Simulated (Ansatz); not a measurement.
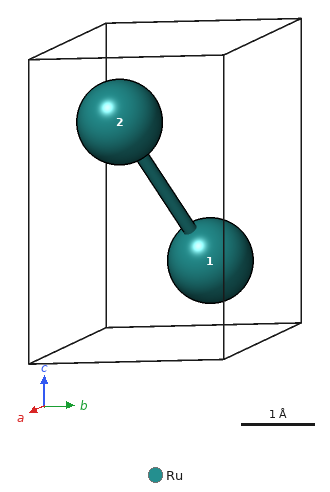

**Figure 1.** The structure as given in the input (ball-and-stick view of the cell of the calculation, seen slightly off an axis; atoms are numbered from 1 in the order of the input). An atom can appear more than once, as a periodic image. Near neighbours in the periodic cell (some may lie outside the picture): Ru has 12 Ru at 2.65 to 2.71 Å.

**Geometry relaxation of Ru**

Ru (P6₃/mmc, 2 atoms in the cell), computed with DFT PBEsol, scalar-relativistic, plane waves, PAW, no spin polarisation (Ansatz 0.2.0).

The structure derives from an entry of the Crystallography Open Database. Figures and captions count atoms from 1; the log counts them from 0 in places.

Input file:
```yaml
crystal:
  lattice:
    - [2.7057993342, 0.0, 0.0]
    - [-1.3528996671, 2.343290961, 0.0]
    - [0.0, 0.0, 4.2819]
  atoms:
    - { symbol: Ru, position: [0.3333333333, 0.6666666667, 0.25] }
    - { symbol: Ru, position: [0.6666666667, 0.3333333333, 0.75] }
basis:
  ecutwfc: 420
kpoints:
  mp_grid: { grid: [18, 18, 10] }
hamiltonian:
  xc: pbesol
scf:
  occupations: { method: gaussian, width: 0.1 }
output:
  forces: true
  stress: true
  eigenvalues: true
relax:
  adjacent_minimum: "off"
  f_tol: 0.005
  max_steps: 80
  cell: { stress_tol: 0.05 }
```

Hardware: 2 threads of Arm Neoverse V2, 24 GiB of memory available, shared host.

Launch command:
```bash
ansatz run input.yaml --threads 2 --pin off --max-ram 5120MiB --backend cpu --events-out ev --progress --plain --runs-dir out
```

Output:
```
Engine: ansatz 0.2.0, aarch64-unknown-linux-gnu
Pseudopotentials: kind: paw
Pseudopotential: Ru, paw, valence charge 16, recommended cutoff 420 eV (normal), Ru.paw.azcp
Functional definition: PBEsol
  exchange = pbesol_x
  correlation = pbesol_c
Crystal: 2 atoms, lattice volume = 27.149 Å³
Basis set: ecut = 420 eV, 537 PW (Γ), exchange–correlation on 40×40×60 points (8 copies of the dense FFT grid, shifted against one another)
Bands: 20, of which v1, the nominal top of the filled ones, is band 16 counted from 1 (15 counted from 0)
Symmetry: 24 space group operations
Space group: P63/mmc (ITA 194), of the structure as read, at distance tolerance 3.0e-5 Å
k-points: 222 of 3240
Non-local potential: Ru, projectors of the file, l = 0: 3, l = 1: 2, l = 2: 2, l = 3: 1
PAW form: soft (Blöchl's): semilocal exchange-correlation on the pseudo side does not see the compensation charge
PAW frozen core: Ru, regenerated for the run's functional, and the local potential with it (the file was generated under x = pbe(κ = 0.804, μ = 0.2195149727645171), c = pbe(β = 0.06672455060314922))
PAW one-centre angular grid: Ru, 590 points (default); XC on 64 Gauss nodes
Initial density: superposition of atomic densities (neutral atoms: chi_scale 0, normalization atom), corrected by the library's trained network
Initial wavefunctions: pseudopotential atomic-orbital guess
Functional: x = pbesol(κ = 0.804, μ = 0.12345679012345678), c = pbesol(β = 0.046)
SCF iter   1: F=—  HF=-11633.004442 eV  |F-HF|=—  |Δ(HF+E_count)|=         —  Δρ=1.05e-2  dr2=1.84e-2  ethr=1.77e-3  ⟨swp⟩=5.0  Hψ=17134  notcnv=0
preconditioner: auto → none  [metal: Δε(μ)=0.008 eV  Ē_g=5.873 eV  σ=0.100 eV  W_gap=0.04  n_scr=8 (ndim 8)  ℏωp=28.5 eV  f_vac=0.000  D(μ)=1.80/eV (n_scr^D=22)  sad-step TF]
SCF iter   2: F=—  HF=-11633.001868 eV  |F-HF|=—  |Δ(HF+E_count)|=   2.57e-3  Δρ=5.49e-3  dr2=4.63e-3  ethr=5.76e-5  ⟨swp⟩=2.8  Hψ=8121  notcnv=0
SCF iter   3: F=—  HF=-11633.001071 eV  |F-HF|=—  |Δ(HF+E_count)|=   7.97e-4  Δρ=3.54e-4  dr2=1.02e-5  ethr=1.45e-5  ⟨swp⟩=2.0  Hψ=6189  notcnv=0
SCF iter   4: F=—  HF=-11633.001065 eV  |F-HF|=—  |Δ(HF+E_count)|=   6.30e-6  Δρ=8.62e-5  dr2=1.19e-6  ethr=3.19e-8  ⟨swp⟩=2.0  Hψ=7972  notcnv=0
iter 5 did not close the SCF: its close was put off for the readings that it lacked (scf_convergence_deferred on its scf_iter line)
SCF iter   5: F=-11633.001064 eV  HF=-11633.001064 eV  |F-HF|=2.35e-8  |Δ(HF+E_count)|=   2.11e-7  Δρ=1.90e-5  dr2=4.06e-8  ethr=3.70e-9  ⟨swp⟩=2.0  Hψ=7346  notcnv=0
SCF iter   6: F=-11633.001064 eV  HF=-11633.001064 eV  |F-HF|=9.42e-10  |Δ(HF+E_count)|=   1.28e-8  Δρ=4.01e-6  dr2=2.37e-9  ethr=1.27e-10  ⟨swp⟩=3.1  Hψ=17316  notcnv=0
SCF 1 converged in 6 iterations: F = -11633.001064 eV  dr2 = 2.37e-9
  greatest PAW one-centre occupation: 0.998 electrons in one spin orbital (limit 2), on the Ru atom at site 1 (counted from 0), in its partial waves of l = 0
relax step   1: F+E_penalty+E_count = -11633.00106444 eV  Δ(F+E_penalty+E_count) = +0.000e0 eV  max|allowed force component| = 3.701e-17 eV/Å  Δτ_max = 0.0000 Å  P = -6.338 GPa  Ω = 27.149 Å³  (6 SCF iters, dr2 threshold 1.00e-7 eV, accepted)
Crystal: 2 atoms, lattice volume = 26.070 Å³
Initial density: handed on by an earlier stage of this run
Initial wavefunctions: those handed on with the density
iter 1 solved again at ethr=7.16e-6 eV; its pass at ethr=3.10e-3 eV (dr2=2.29e-3 eV) is discarded
SCF iter   1: F=—  HF=-11632.998495 eV  |F-HF|=—  |Δ(HF+E_count)|=         —  Δρ=3.11e-3  dr2=1.76e-3  ethr=7.16e-6  ⟨swp⟩=2.0  Hψ=23028  notcnv=0
preconditioner: auto → none  [metal: Δε(μ)=0.003 eV  Ē_g=6.177 eV  σ=0.100 eV  W_gap=0.02  n_scr=8 (ndim 8)  ℏωp=29.1 eV  f_vac=0.000  D(μ)=1.71/eV (n_scr^D=22)]
SCF iter   2: F=—  HF=-11632.998198 eV  |F-HF|=—  |Δ(HF+E_count)|=   2.97e-4  Δρ=1.34e-3  dr2=1.61e-4  ethr=5.49e-6  ⟨swp⟩=2.0  Hψ=6097  notcnv=0
SCF iter   3: F=—  HF=-11632.998204 eV  |F-HF|=—  |Δ(HF+E_count)|=   5.75e-6  Δρ=3.51e-4  dr2=1.24e-5  ethr=5.02e-7  ⟨swp⟩=1.0  Hψ=4441  notcnv=0
iter 4 did not close the SCF: its close was put off for the readings that it lacked (scf_convergence_deferred on its scf_iter line)
SCF iter   4: F=-11632.998208 eV  HF=-11632.998208 eV  |F-HF|=2.16e-8  |Δ(HF+E_count)|=   3.93e-6  Δρ=2.76e-5  dr2=3.50e-8  ethr=3.89e-8  ⟨swp⟩=2.5  Hψ=7803  notcnv=0
iter 5 did not close the SCF: its close was put off for the readings that it lacked (scf_convergence_deferred on its scf_iter line)
SCF iter   5: F=-11632.998208 eV  HF=-11632.998208 eV  |F-HF|=6.40e-10  |Δ(HF+E_count)|=   1.79e-8  Δρ=5.12e-6  dr2=1.49e-9  ethr=1.09e-10  ⟨swp⟩=2.3  Hψ=6804  notcnv=0
SCF iter   6: F=-11632.998208 eV  HF=-11632.998208 eV  |F-HF|=1.46e-11  |Δ(HF+E_count)|=  4.87e-10  Δρ=1.60e-6  dr2=1.13e-10  ethr=4.64e-12  ⟨swp⟩=1.2  Hψ=11519  notcnv=0
SCF 2 converged in 6 iterations: F = -11632.998208 eV  dr2 = 1.13e-10
relax step   2: F+E_penalty+E_count = -11632.99820780 eV  Δ(F+E_penalty+E_count) = +2.857e-3 eV  max|allowed force component| = 3.701e-17 eV/Å  Δτ_max = 0.0000 Å  P = +7.824 GPa  Ω = 26.070 Å³  energy of the carried Pulay correction = +2.919e-4 eV  (6 SCF iters, dr2 threshold 2.00e-7 eV, rejected (line search))
Crystal: 2 atoms, lattice volume = 26.656 Å³
iter 1 solved again at ethr=1.55e-6 eV; its pass at ethr=3.10e-3 eV (dr2=4.95e-4 eV) is discarded
SCF iter   1: F=—  HF=-11633.011663 eV  |F-HF|=—  |Δ(HF+E_count)|=         —  Δρ=1.68e-3  dr2=5.25e-4  ethr=1.55e-6  ⟨swp⟩=2.0  Hψ=22660  notcnv=0
preconditioner: auto → none  [metal: Δε(μ)=0.004 eV  Ē_g=5.993 eV  σ=0.100 eV  W_gap=0.02  n_scr=8 (ndim 8)  ℏωp=28.8 eV  f_vac=0.000  D(μ)=1.77/eV (n_scr^D=22)]
SCF iter   2: F=—  HF=-11633.011583 eV  |F-HF|=—  |Δ(HF+E_count)|=   7.96e-5  Δρ=7.33e-4  dr2=5.00e-5  ethr=1.55e-6  ⟨swp⟩=2.0  Hψ=6107  notcnv=0
SCF iter   3: F=—  HF=-11633.011568 eV  |F-HF|=—  |Δ(HF+E_count)|=   1.50e-5  Δρ=1.87e-4  dr2=3.83e-6  ethr=1.56e-7  ⟨swp⟩=1.0  Hψ=4440  notcnv=0
SCF iter   4: F=—  HF=-11633.011569 eV  |F-HF|=—  |Δ(HF+E_count)|=   1.25e-6  Δρ=1.60e-5  dr2=1.24e-8  ethr=1.20e-8  ⟨swp⟩=2.7  Hψ=7781  notcnv=0
SCF iter   5: F=—  HF=-11633.011570 eV  |F-HF|=—  |Δ(HF+E_count)|=   9.40e-7  Δρ=2.33e-6  dr2=3.20e-10  ethr=3.86e-11  ⟨swp⟩=2.2  Hψ=6989  notcnv=0
SCF iter   6: F=—  HF=-11633.011570 eV  |F-HF|=—  |Δ(HF+E_count)|=  1.02e-10  Δρ=7.33e-7  dr2=2.33e-11  ethr=1.00e-12  ⟨swp⟩=6.0  Hψ=20939  notcnv=0
SCF iter   7: F=-11633.011570 eV  HF=-11633.011570 eV  |F-HF|=0.00e0  |Δ(HF+E_count)|=  3.64e-12  Δρ=1.37e-7  dr2=2.43e-12  ethr=1.00e-12  ⟨swp⟩=5.0  Hψ=17321  notcnv=0
SCF 3 converged in 7 iterations: F = -11633.011570 eV  dr2 = 2.43e-12
relax step   3: F+E_penalty+E_count = -11633.01157026 eV  Δ(F+E_penalty+E_count) = -1.051e-2 eV  max|allowed force component| = 3.932e-17 eV/Å  Δτ_max = 0.0000 Å  P = -0.268 GPa  Ω = 26.656 Å³  energy of the carried Pulay correction = +1.321e-4 eV  (7 SCF iters, accepted)
Crystal: 2 atoms, lattice volume = 26.636 Å³
iter 1 solved again at ethr=1.70e-9 eV; its pass at ethr=3.10e-3 eV (dr2=5.44e-7 eV) is discarded
SCF iter   1: F=—  HF=-11633.011617 eV  |F-HF|=—  |Δ(HF+E_count)|=         —  Δρ=5.88e-5  dr2=6.15e-7  ethr=1.70e-9  ⟨swp⟩=3.0  Hψ=24041  notcnv=0
preconditioner: auto → none  [metal: Δε(μ)=0.001 eV  Ē_g=6.003 eV  σ=0.100 eV  W_gap=0.01  n_scr=8 (ndim 8)  ℏωp=28.8 eV  f_vac=0.000  D(μ)=1.77/eV (n_scr^D=22)]
iter 2 did not close the SCF: its close was put off for the readings that it lacked (scf_convergence_deferred on its scf_iter line)
SCF iter   2: F=-11633.011594 eV  HF=-11633.011594 eV  |F-HF|=9.13e-9  |Δ(HF+E_count)|=   2.37e-5  Δρ=2.58e-5  dr2=6.03e-8  ethr=1.70e-9  ⟨swp⟩=2.0  Hψ=6138  notcnv=0
iter 3 did not close the SCF: its close was put off for the readings that it lacked (scf_convergence_deferred on its scf_iter line)
SCF iter   3: F=-11633.011594 eV  HF=-11633.011594 eV  |F-HF|=5.64e-10  |Δ(HF+E_count)|=   1.02e-8  Δρ=6.53e-6  dr2=4.72e-9  ethr=1.88e-10  ⟨swp⟩=1.2  Hψ=4886  notcnv=0
iter 4 did not close the SCF: its close was put off for the readings that it lacked (scf_convergence_deferred on its scf_iter line)
SCF iter   4: F=-11633.011594 eV  HF=-11633.011594 eV  |F-HF|=1.27e-11  |Δ(HF+E_count)|=   1.32e-9  Δρ=5.52e-7  dr2=1.61e-11  ethr=1.47e-11  ⟨swp⟩=2.6  Hψ=7510  notcnv=0
iter 5 did not close the SCF: its close was put off for the readings that it lacked (scf_convergence_deferred on its scf_iter line)
SCF iter   5: F=-11633.011594 eV  HF=-11633.011594 eV  |F-HF|=1.82e-12  |Δ(HF+E_count)|=  1.27e-11  Δρ=8.00e-8  dr2=7.46e-13  ethr=1.00e-12  ⟨swp⟩=1.4  Hψ=4570  notcnv=0
SCF iter   6: F=-11633.011594 eV  HF=-11633.011594 eV  |F-HF|=0.00e0  |Δ(HF+E_count)|=  3.64e-12  Δρ=1.71e-8  dr2=1.48e-14  ethr=1.00e-12  ⟨swp⟩=1.1  Hψ=9804  notcnv=0
SCF 4 converged in 6 iterations: F = -11633.011594 eV  dr2 = 1.48e-14
relax step   4: F+E_penalty+E_count = -11633.01159365 eV  Δ(F+E_penalty+E_count) = -2.339e-5 eV  max|allowed force component| = 4.163e-17 eV/Å  Δτ_max = 0.0000 Å  P = -0.001 GPa  Ω = 26.636 Å³  energy of the carried Pulay correction = +1.377e-4 eV  (6 SCF iters, dr2 threshold 2.00e-7 eV, accepted)
Basis set: ecut = 420 eV, 537 PW (Γ), exchange–correlation on 36×36×60 points (8 copies of the dense FFT grid, shifted against one another)
Initial wavefunctions: pseudopotential atomic-orbital guess (no wavefunctions were taken with the density)
iter 1 solved again at ethr=1.39e-8 eV; its pass at ethr=3.10e-3 eV (dr2=4.46e-6 eV) is discarded
SCF iter   1: F=—  HF=-11633.011472 eV  |F-HF|=—  |Δ(HF+E_count)|=         —  Δρ=4.07e-5  dr2=6.98e-8  ethr=1.39e-8  ⟨swp⟩=3.0  Hψ=31236  notcnv=0
preconditioner: auto → none  [metal: Δε(μ)=0.001 eV  Ē_g=6.002 eV  σ=0.100 eV  W_gap=0.01  n_scr=8 (ndim 8)  ℏωp=28.8 eV  f_vac=0.000  D(μ)=1.77/eV (n_scr^D=22)]
SCF iter   2: F=—  HF=-11633.011445 eV  |F-HF|=—  |Δ(HF+E_count)|=   2.70e-5  Δρ=1.88e-5  dr2=1.27e-8  ethr=2.18e-10  ⟨swp⟩=2.1  Hψ=7874  notcnv=0
SCF iter   3: F=—  HF=-11633.011445 eV  |F-HF|=—  |Δ(HF+E_count)|=   3.08e-9  Δρ=2.59e-6  dr2=4.00e-10  ethr=3.96e-11  ⟨swp⟩=2.2  Hψ=8005  notcnv=0
iter 4 did not close the SCF: its close was put off for the readings that it lacked (scf_convergence_deferred on its scf_iter line)
SCF iter   4: F=-11633.011445 eV  HF=-11633.011445 eV  |F-HF|=7.28e-12  |Δ(HF+E_count)|=  8.73e-11  Δρ=4.21e-7  dr2=9.90e-12  ethr=1.25e-12  ⟨swp⟩=2.0  Hψ=7982  notcnv=0
iter 5 did not close the SCF: its close was put off for the readings that it lacked (scf_convergence_deferred on its scf_iter line)
SCF iter   5: F=-11633.011445 eV  HF=-11633.011445 eV  |F-HF|=0.00e0  |Δ(HF+E_count)|=  7.28e-12  Δρ=4.33e-8  dr2=2.83e-13  ethr=1.00e-12  ⟨swp⟩=1.0  Hψ=4440  notcnv=0
iter 6 did not close the SCF: its close was put off for the readings that it lacked (scf_convergence_deferred on its scf_iter line)
SCF iter   6: F=-11633.011445 eV  HF=-11633.011445 eV  |F-HF|=3.64e-12  |Δ(HF+E_count)|=    0.00e0  Δρ=9.29e-9  dr2=9.81e-15  ethr=1.00e-12  ⟨swp⟩=1.0  Hψ=4440  notcnv=0
iter 7 did not close the SCF: its close was put off for the readings that it lacked (scf_convergence_deferred on its scf_iter line)
SCF iter   7: F=-11633.011445 eV  HF=-11633.011445 eV  |F-HF|=0.00e0  |Δ(HF+E_count)|=    0.00e0  Δρ=2.65e-9  dr2=4.59e-16  ethr=1.00e-12  ⟨swp⟩=1.0  Hψ=4440  notcnv=0
SCF iter   8: F=-11633.011445 eV  HF=-11633.011445 eV  |F-HF|=0.00e0  |Δ(HF+E_count)|=    0.00e0  Δρ=6.32e-10  dr2=5.86e-17  ethr=1.00e-12  ⟨swp⟩=2.0  Hψ=13081  notcnv=0
SCF 5 converged in 8 iterations: F = -11633.011445 eV  dr2 = 5.86e-17
relax step   5: F+E_penalty+E_count = -11633.01144494 eV  Δ(F+E_penalty+E_count) = +1.487e-4 eV  max|allowed force component| = 6.939e-17 eV/Å  Δτ_max = 0.0000 Å  P = +0.008 GPa  Ω = 26.636 Å³  stress off target by 1.70e-2 GPa  SCF on the basis re-selected at this cell (its energy is not comparable with the rows above)  (8 SCF iters)
```

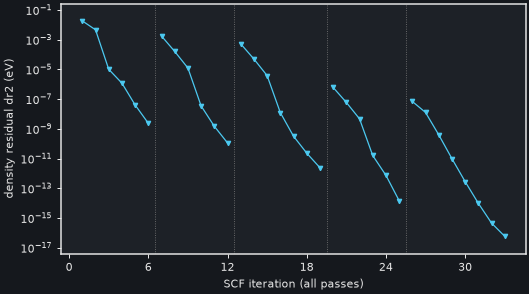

**Figure 2.** Convergence of the self-consistent field: density residual dr2 against the SCF iteration. The dotted lines part the SCF passes of the relaxation: geometry steps, rejected trials and re-solves on a re-selected basis. The 5 passes take 6 to 8 iterations each, 33 in all.

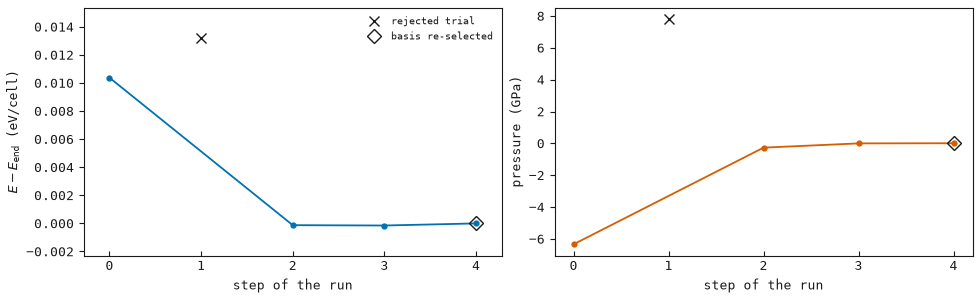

**Figure 3.** Progress of the relaxation, step by step (the first geometry is step 0 here and step 1 in the log).

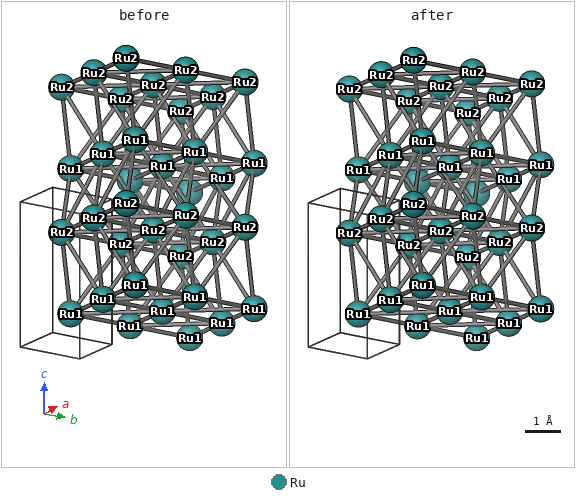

**Figure 4.** Before (left) and after (right) the relaxation, at one scale (ball-and-stick view of the cell of the calculation, repeated 3 × 3 × 2, seen at an oblique angle). Over 3 geometry steps the energy falls by 10.5 meV per cell of the calculation. All forces vanish by symmetry, so only the cell relaxes. The pressure goes from −6.34 to 0.01 GPa. The line search rejected the trial step at point 1 (counted from 0) and went back. The atoms keep their places relative to the cell (all moves are under 0.005 Å). The volume changes by −1.9 %, with a = b 2.706 → 2.690 Å (−0.6 %), c 4.282 → 4.252 Å (−0.7 %). Among the contacts that change: Ru1–Ru2 2.650 → 2.633 Å, Ru1–Ru1 2.706 → 2.690 Å. The space group stays P6_3/mmc (No. 194). A last SCF at the same geometry on a re-selected plane-wave basis shifts the energy by +0.1 meV per cell of the calculation. (Atoms are counted from 1 in the order of the input.)

```
basis re-selected at this cell: Δ(F+E_penalty+E_count) = +1.487e-4 eV, ΔP = +0.009 GPa vs the last step (what re-selecting the basis moved, of the pressure what is left beyond the Pulay correction that the steps carried, after the strain that the cell walked since its last selection, with what the two solves' SCF thresholds leave and, on support functions, any second-order correction that the steps lacked; it is no measure of the basis error at this ecutwfc). The dense FFT grid was sized anew with the basis: this SCF ran on 18×18×30 points, the steps before it on 20×20×30, so part of this shift can come from that change (see relax.cell in the input reference). This SCF's stress stands 1.70e-2 GPa from its target on what of the cell is left free (relax.cell.stress_tol is 5.00e-2 GPa) and its largest allowed force component is 6.94e-17 eV/Å (relax.f_tol is 5.00e-3 eV/Å): within both
SCF converged after 8 iterations
Free energy (F): -11633.011445 eV
Harris-Foulkes:  -11633.011445 eV  (|F-HF|=0.00e0)
Internal energy: -11633.002593 eV  (E = F + TS)
E sigma→0 (E₀):  -11633.007019 eV
Entropy (-TS):   -0.008852 eV (-4.426 meV/atom)
Fermi energy:    23.930532 eV
--- Per-component energies (eV) ---
  E_band       = -94.017047
  E_kinetic    = 1029.567551
  E_local      = -2476.184590  (includes V_loc(G=0)·N_el)
  E_nonlocal   = 689.359967
  E_hartree    = 793.131455
  E_xc         = -379.678338
  E_vxc        = -478.336215  (∫ρ·V_xc dr)
  E_paw        = -6798.798467  (= ΣΔE_a)
  E_vpaw       = -444.686231  (= ΣTr[D̂ρ^β])
  E_aug_tail   = -0.000439  (compensation charges beyond the density's cutoff)
  E_ewald      = -4490.906323
  E_core_change = 0.506592  (= ΣΔE_core)
  E_smearing   = -0.008852  (= −TS)
  E_closure    = 0.000000  (closes the sum)
  Σ components = -11633.011445   (vs F -11633.011445, Δ=0.00e0)
--- Forces (eV/Å), atoms counted from 1 ---
  atom   1  Ru     0.00000000    -0.00000000     0.00000000
  atom   2  Ru     0.00000000     0.00000000     0.00000000
  max |Σ_I F_I| component: 9.25e-18 eV/Å
--- Stress (GPa, compression-positive) ---
        0.003626       0.000000      -0.000000
        0.000000       0.003626       0.000000
       -0.000000       0.000000       0.017016
  P = ⅓ Tr σ = 0.0081 GPa (0.081 kbar)
--- Band table (eV; the first three rows and the last of 222) ---
  k-point 0: bands = ["-49.1657", "-48.9409", "-19.7158", "-18.7120", "-18.7120", "-18.5292", "-18.5292", "-18.4840", "15.7633", "17.5427", "21.2515", "21.2515", "21.4456", "21.9625", "21.9625", "22.4987", "22.4987", "25.1685", "25.1685", "25.2042"]
  k-point 1: bands = ["-49.1603", "-48.9465", "-19.6870", "-18.7076", "-18.7076", "-18.5337", "-18.5337", "-18.5157", "15.8783", "17.5818", "21.1800", "21.1800", "21.3871", "21.8927", "21.8927", "22.6621", "22.6621", "24.8227", "25.1771", "25.1771"]
  k-point 2: bands = ["-49.1446", "-48.9627", "-19.6033", "-18.6947", "-18.6947", "-18.6073", "-18.5468", "-18.5468", "16.2097", "17.6872", "21.0545", "21.0545", "21.2314", "21.7112", "21.7112", "23.0541", "23.0541", "23.8924", "25.1710", "25.1710"]
  k-point 221: bands = ["-48.9236", "-48.9236", "-19.4566", "-19.4566", "-19.1738", "-19.1738", "-18.6948", "-18.6948", "19.0890", "19.0890", "19.6870", "19.6870", "21.1385", "21.1385", "22.7113", "22.7113", "25.2102", "25.2102", "32.5181", "32.5181"]
--- Relaxed structure (4 steps of the walk, 3 accepted, 1 SCFs on fresh bases) ---
  F+E_penalty+E_count = -11633.01144494 eV   max|allowed force component| = 6.939e-17 eV/Å   (the final SCF, on the basis selected at the relaxed cell)
  cell:  # Å, volume = 26.6359 Å³
    - [2.6895239996300138, 1.8061149897922386e-36, 0.0]
    - [-1.3447619998150069, 2.329196107767521, 0.0]
    - [0.0, 0.0, 4.251920949060913]
  atoms:
    - { symbol: Ru, position: [0.3333333333333333, 0.6666666666666666, 0.25] }
    - { symbol: Ru, position: [0.6666666666666666, 0.3333333333333333, 0.75] }
```

Trajectory as extended XYZ (Å, eV, eV/Å), 5 frames, from step=1 to step=5:
```
2
Lattice="2.7058 0.0000 0.0000 -1.3529 2.3433 0.0000 0.0000 0.0000 4.2819" Properties=species:S:1:pos:R:3:forces:R:3 step=1 energy=-11633.00106 pressure_GPa=-6.34
Ru    0.0000    1.5622    1.0705    0.0000   0.0000   0.0000
Ru    1.3529    0.7811    3.2114    0.0000   0.0000   0.0000
2
Lattice="2.6693 0.0000 0.0000 -1.3347 2.3117 0.0000 0.0000 0.0000 4.2248" Properties=species:S:1:pos:R:3:forces:R:3 step=2 energy=-11632.99821 pressure_GPa=7.82 accepted=F
Ru    0.0000    1.5411    1.0562    0.0000   0.0000   0.0000
Ru    1.3347    0.7706    3.1686    0.0000   0.0000   0.0000
2
Lattice="2.6901 0.0000 0.0000 -1.3450 2.3297 0.0000 0.0000 0.0000 4.2535" Properties=species:S:1:pos:R:3:forces:R:3 step=3 energy=-11633.01157 pressure_GPa=-0.27
Ru    0.0000    1.5531    1.0634    0.0000   0.0000   0.0000
Ru    1.3450    0.7766    3.1901    0.0000   0.0000   0.0000
2
Lattice="2.6895 0.0000 0.0000 -1.3448 2.3292 0.0000 0.0000 0.0000 4.2519" Properties=species:S:1:pos:R:3:forces:R:3 step=4 energy=-11633.01159 pressure_GPa=-0.00
Ru    0.0000    1.5528    1.0630    0.0000   0.0000   0.0000
Ru    1.3448    0.7764    3.1889    0.0000   0.0000   0.0000
2
Lattice="2.6895 0.0000 0.0000 -1.3448 2.3292 0.0000 0.0000 0.0000 4.2519" Properties=species:S:1:pos:R:3:forces:R:3 step=5 energy=-11633.01145 pressure_GPa=0.01
Ru    0.0000    1.5528    1.0630    0.0000   0.0000   0.0000
Ru    1.3448    0.7764    3.1889    0.0000   0.0000   0.0000
```

Key numbers:

```csv
quantity,value
outcome,converged
space group (tolerance 0.01 Å),P6₃/mmc (194)
electrons treated,32
free energy,−11633.0114 eV
Fermi energy,23.931 eV
gap on the k-point mesh,none (metallic)
pressure,0.01 GPa
final volume,26.64 Å³
largest force (length of the vector) at the end,under 0.001 eV/Å
final cell,"a = 2.690 Å, b = 2.690 Å, c = 4.252 Å, α = 90.00°, β = 90.00°, γ = 120.00°"
wall time,13 s (CPU time 25 s)
peak memory,0.35 GiB
```
